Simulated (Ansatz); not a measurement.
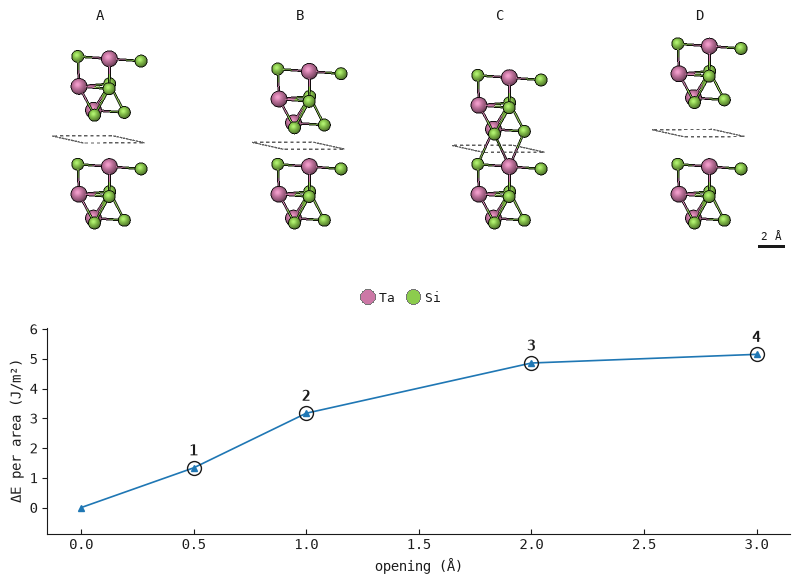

Energy scan for crystalline TaSi2 (P6_422), in which the crystal is pulled apart rigidly along the normal of the (0 0 1) plane of the conventional cell, at a cut between a plane of Si/Ta below and one of Si/Ta above, 2.18 Å apart. One cut stands in each cell, which starts 13.1 Å high; nothing is relaxed, and the dashed outline marks the cut. The frames are shuffled; the numbered points of the plot belong to them. Style: ball-and-stick. Shown: the layers on both sides of the cut, from the side, nearly along the cut plane.

All numbers below come from Ansatz 0.2.0, DFT r2SCAN, scalar-relativistic, plane waves, PAW. Set-up: plane-wave cutoff 500 eV; k-point mesh 9 × 9 × 3; occupations gaussian; smearing width 0.15 eV; no spin polarisation. Energies (free energies at the smearing named) are counted from the relaxed crystal.

Match the frames to the points.

Answer. Point 1 is frame C (the opening 0.50 Å, 1.34 J/m²); 2 is frame B (the opening 1.00 Å, 3.17 J/m²); 3 is frame A (the opening 2.00 Å, 4.86 J/m²); 4 is frame D (the opening 3.00 Å, 5.15 J/m²). At the widest opening, 3.00 Å, the energy has risen by 5.15 J/m², and it is still rising, so the work of separation is somewhat larger. The steepest rise lies between 0.50 Å and 1.00 Å, with a mean traction of about 37 GPa.
